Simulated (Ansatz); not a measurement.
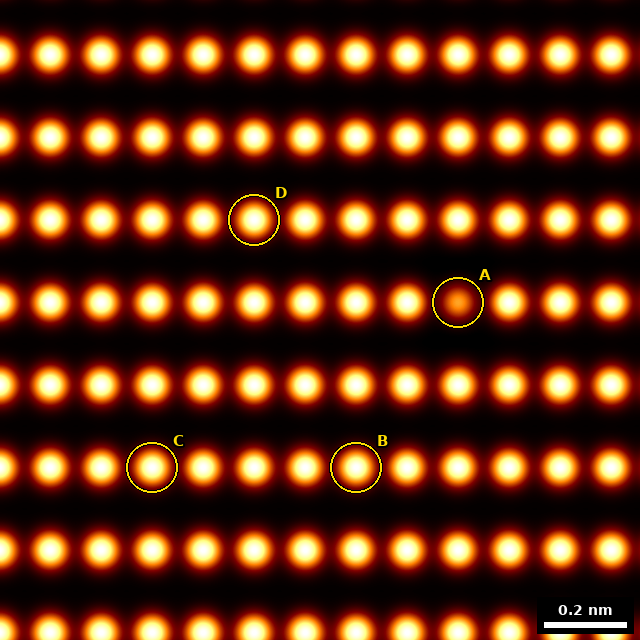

Dark-field STEM-like image of Co (P6_3/mmc, No. 194) along [210]. The image is simulated as a sum over atoms of Z^1.7, blurred by a 0.63 Å probe (no channelling). The probe carries 15 % of its weight in a tail 2.5 times as wide. The display is stretched by a gamma of 0.8; percentages refer to the linear signal.

The sample is 2 repeats (8.6 Å) thick. One point defect was put into the perfect crystal, without relaxing the atoms around it. Brightness is counted from the darkest point of the image. Host structure: coordinates from a relaxation with DFT PBE, scalar-relativistic, plane waves, PAW in Ansatz 0.2.0; the starting structure was generated, so it need not be a known form of this composition.

Q: Which ringed column holds the defect, and does it scatter more or less than its equals?

A; it scatters less. The column holds 2 atoms (Co) through the sample, and one Co atom is missing, so its peak drops to about 50 % of that of its equals.
